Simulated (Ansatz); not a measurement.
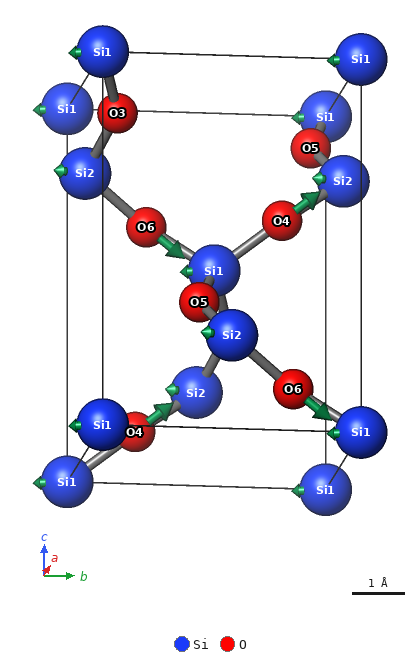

One vibrational mode of solid SiO$_{2}$ at the zone centre. Displacements are drawn as green arrows; their common scale and sign are arbitrary. A ball-and-stick model of the conventional cell (2 times the calculation's cell), seen from a free direction. Lengths and directions refer to the drawn axes.

Computed with DFT PBE, scalar-relativistic, plane waves, PAW in Ansatz. Set-up: plane-wave cutoff 420 eV; k-point mesh 6 × 6 × 6; occupations fixed; no spin polarisation.

Frequencies are those without the non-analytic (LO–TO) term.

What mode is this, and where does it lie in the spectrum?

This is the E mode (doubly degenerate; one member of the set is drawn) at 129.4 meV, optical level 10 of 11, counted from below, infrared- and Raman-active by symmetry. Of the bonds it mainly stretches O–Si, some lengthening while others shorten; the kinetic energy is shared as O 77 %, Si 23 %. Its infrared intensity is 58 (D/Å)²/amu for the set.
